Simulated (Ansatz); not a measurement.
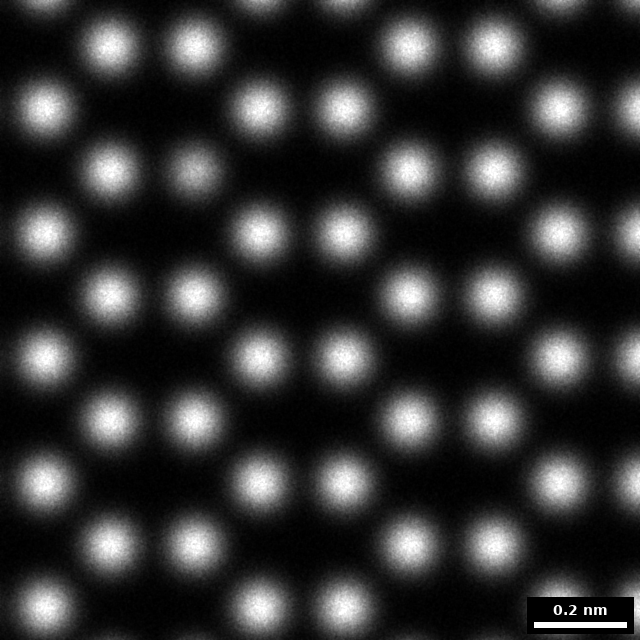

Dark-field STEM-like image of Pt (Cmcm, No. 63) along [001]. The image is simulated as a sum over atoms of Z^1.8, blurred by a 0.89 Å probe (no channelling). Shot noise was added.

The sample is 3 repeats (11.2 Å) thick. One point defect was put into the perfect crystal, without relaxing the atoms around it. Brightness is counted from the darkest point of the image. Host structure: coordinates from a relaxation with DFT, PBE, plane waves (420 eV) with PAW, scalar-relativistic (Ansatz 0.2.0); the starting structure was generated, so it need not be a known form of this composition.

### Where is the defect (in Å from the left and the top edge), and what does its contrast suggest?

At about 4 Å from the left and 4 Å from the top. The column is dimmer, which points to a vacancy or a lighter atom. The column holds 3 atoms (Pt) through the sample, and one Pt atom is replaced by Ni, so its peak drops to about 70 % of that of its equals.
